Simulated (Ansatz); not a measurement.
## Electronic structure of Li in real space

The calculation's input:

```
crystal:
  lattice:
    - [3.4314475492, 0.0, 0.0]
    - [0.0, 3.4314475492, 0.0]
    - [0.0, 0.0, 3.5000765002]
  atoms:
    - { symbol: Li, position: [0.0, 0.0, 0.0] }
    - { symbol: Li, position: [0.5, 0.5, 0.5] }
basis:
  ecutwfc: 420
kpoints:
  mp_grid: { grid: [16, 16, 16] }
hamiltonian:
  xc: pbesol
scf:
  occupations: { method: gaussian, width: 0.1 }
output:
  forces: true
  stress: true
  eigenvalues: true
  write_density: true
  write_potential: true
  elf: true
  volumetric_format: npy
```

Command:

```sh
ansatz run input.yaml --threads 1 --pin off --max-ram 2560MiB --backend cpu --events-out ev --progress --plain --runs-dir out
```

Below, planes, directions and counts refer to the conventional cell (a = 3.43 Å, b = 3.43 Å, c = 3.50 Å, α = 90.00°, β = 90.00°, γ = 90.00°).

Space group I4/mmm; changed on purpose from its base cell (strain along c alone, the other axes held, atoms relaxed: +2.0 %).

Computed with DFT PBEsol, scalar-relativistic, plane waves, PAW (Ansatz).

In a PAW calculation such maps are meaningful between the atoms, not at the nuclei.

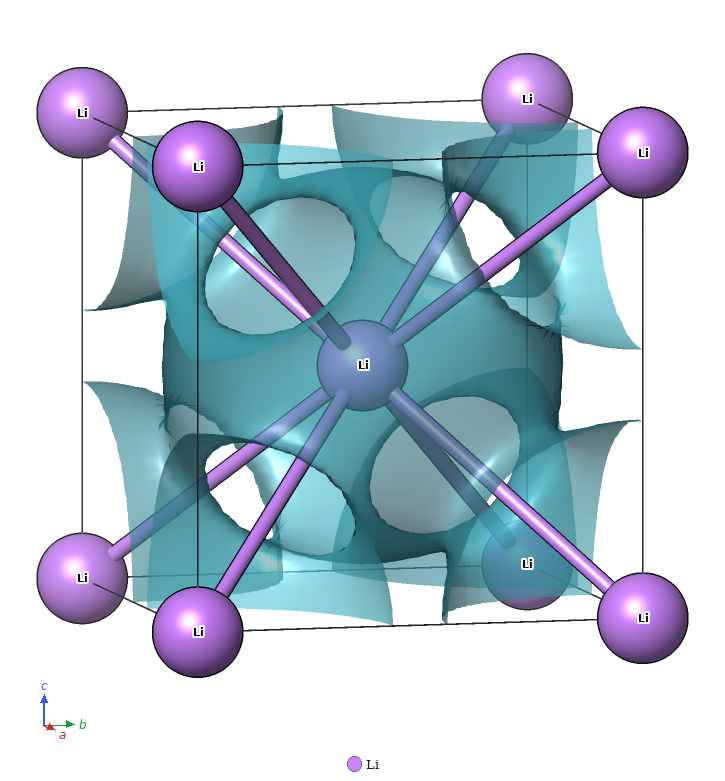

Figure 1. Isosurface of the ELF at 0.6 (cyan), seen slightly off an axis. Core shells and regions of very low density are left out. Sticks mark near contacts.

### Describe the localisation domains.

The ELF exceeds this value in one network that runs through the whole crystal, counted in one cell of 2 atoms. Any copies at cell faces, edges or corners count once. There are no localised bonds or lone pairs at this value. Along the contacts the grid gives the following. Li–Li (2.99 Å): the ELF reaches about 0.50 near the midpoint.

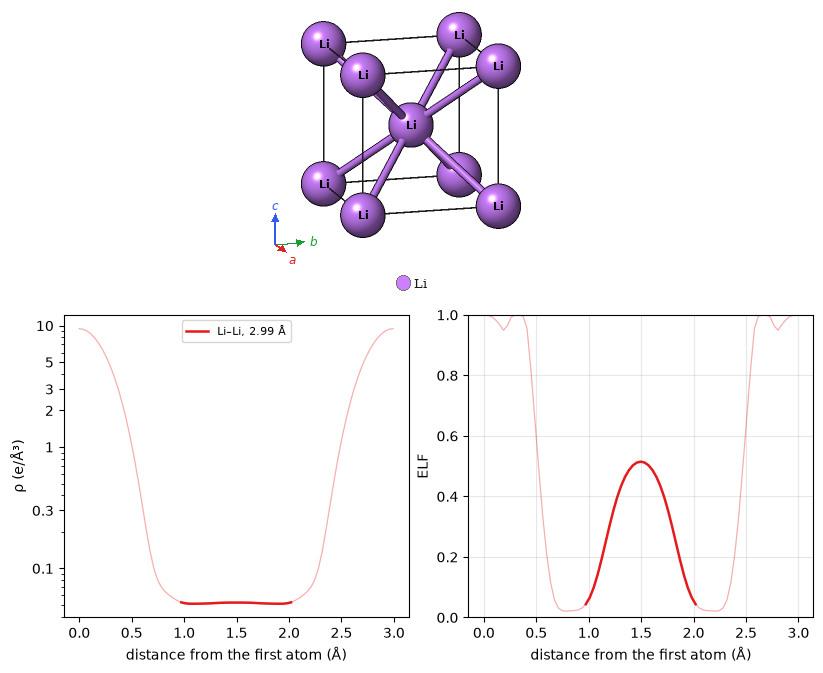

Figure 2. Valence charge density (pseudo) and ELF along straight lines between neighbouring atoms. Thin, pale parts lie inside the atomic spheres. The structure is drawn too.

### What can be read from the curves?

Li–Li (2.99 Å): the density is about 0.05 e/Å³ at the midpoint; the ELF reaches about 0.50 near the midpoint.

### Does the calculation give a band gap?

It is metallic or semimetallic at this level of theory: no gap opens.
